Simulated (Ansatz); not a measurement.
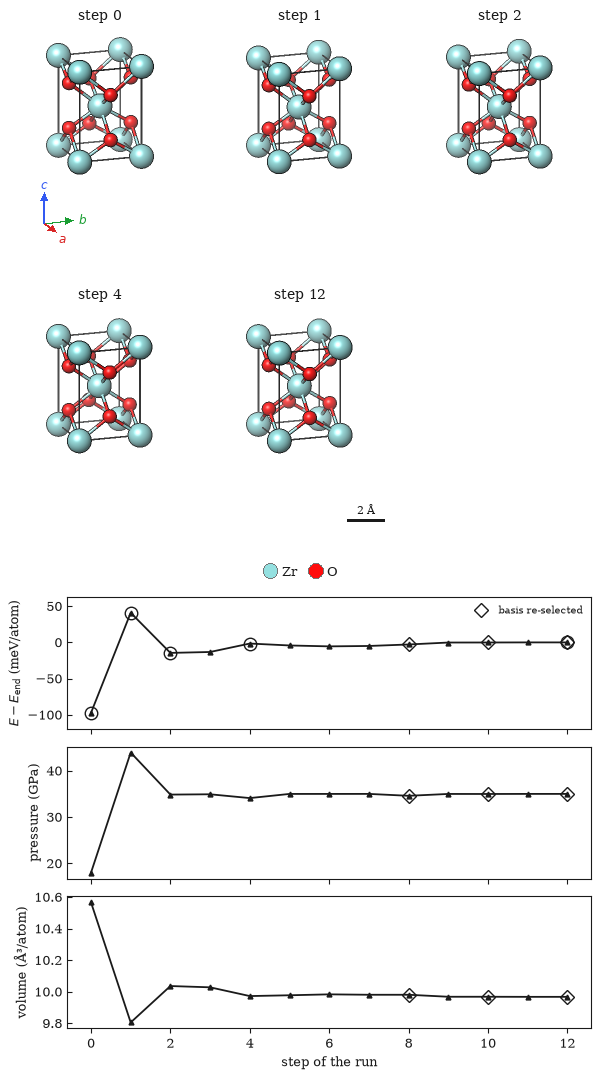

Frames of a relaxation of a crystal of ZrO₂ (set up in P4_2/nmc), marked on the history of the run. Style: ball-and-stick. Shown: the cell of the calculation, slightly off an axis.

Case: relaxed at 35 GPa.

The calculation used DFT PBE, scalar-relativistic, plane waves, PAW in Ansatz 0.2.0.

Input
```yaml
crystal:
  lattice:
    - [3.5392480992, 0.0, 0.0]
    - [0.0, 3.5392480992, 0.0]
    - [0.0, 0.0, 5.0611591951]
  atoms:
    - { symbol: Zr, position: [0.0, 0.0, 0.0] }
    - { symbol: Zr, position: [0.5, 0.5, 0.5] }
    - { symbol: O, position: [0.0, 0.5, 0.2136844251] }
    - { symbol: O, position: [0.0, 0.5, 0.7136844251] }
    - { symbol: O, position: [0.5, 0.0, 0.2863155749] }
    - { symbol: O, position: [0.5, 0.0, 0.7863155749] }
basis:
  ecutwfc: 420
kpoints:
  mp_grid: { grid: [6, 6, 6] }
hamiltonian:
  xc: pbe
scf:
  occupations: { method: fixed }
output:
  forces: true
  stress: true
  eigenvalues: true
relax:
  adjacent_minimum: "off"
  f_tol: 0.001
  max_steps: 60
  cell: { stress_tol: 0.02, p_target: 35.0 }
```

Run as
```bash
ansatz run input.yaml --threads 1 --pin off --max-ram 3072MiB --backend cpu --events-out ev --progress --plain --runs-dir out
```

What happens along the run?

Answer. After 9 accepted moves (12 points after the start) the energy has risen by 97.3 meV per atom. With the target pressure of 35 GPa, the enthalpy E + pV changes by −33.5 meV per atom. Largest force component: 0.00022 eV/Å at the start, under 0.0001 eV/Å at the end. The pressure goes from 17.99 to 35.00 GPa. At 3 points the geometry stayed and the basis and grid were re-selected for the new cell (energy shift of 2.1 meV per atom at most each time). The largest moves relative to the cell, 0.080 Å, are those of O3, O4, O5 and O6. O5 goes along −c. Zr stays in place. The drawn cell changes as follows: a = b 3.539 → 3.480 Å (−1.7 %), c 5.061 → 4.937 Å (−2.4 %); the volume changes by −5.7 %. Among the contacts that change: Zr1–O4 2.287 → 2.192 Å, Zr1–Zr2 3.559 → 3.486 Å, Zr1–Zr1 3.539 → 3.480 Å. Bond angles that change, for instance: Zr2–O3–Zr2 101.4° → 105.1°, Zr1–O3–Zr1 117.1° → 113.8°. The space group stays P4_2/nmc (No. 137). Cost: 25 s on 1 thread of AMD EPYC 9R45 96-Core Processor (Zen 5), on a shared host, peak memory 0.43 GiB. From step 0 to 1: O atoms move most (0.02 Å), volume −7.2 %, energy +138 meV per atom. From step 1 to 2: volume +2.4 %, energy −55.4 meV per atom. From step 2 to 4: O atoms move most (0.14 Å), volume −0.6 %, energy +12.9 meV per atom. From step 4 to 12: O atoms move most (0.07 Å), energy +1.6 meV per atom.

```tsv
step	E − E(0), meV/atom	largest force component, eV/Å	pressure, GPa	volume, Å³/atom	note
0	0.00	0.0002	17.99	10.566	
1	138.24	0.2280	43.93	9.805	
2	82.81	0.1260	34.85	10.036	
3	84.08	0.1179	34.91	10.028	
4	95.74	0.0209	34.10	9.972	
5	93.09	0.0060	34.99	9.978	
6	91.83	0.0049	35.00	9.983	
7	92.38	0.0002	35.00	9.981	
8	94.45	0.0012	34.59	9.981	same geometry, new basis
9	97.13	0.0000	34.99	9.968	
10	97.19	0.0001	34.98	9.968	same geometry, new basis
11	97.32	0.0000	35.00	9.968	
12	97.32	0.0000	35.00	9.968	same geometry, new basis
```
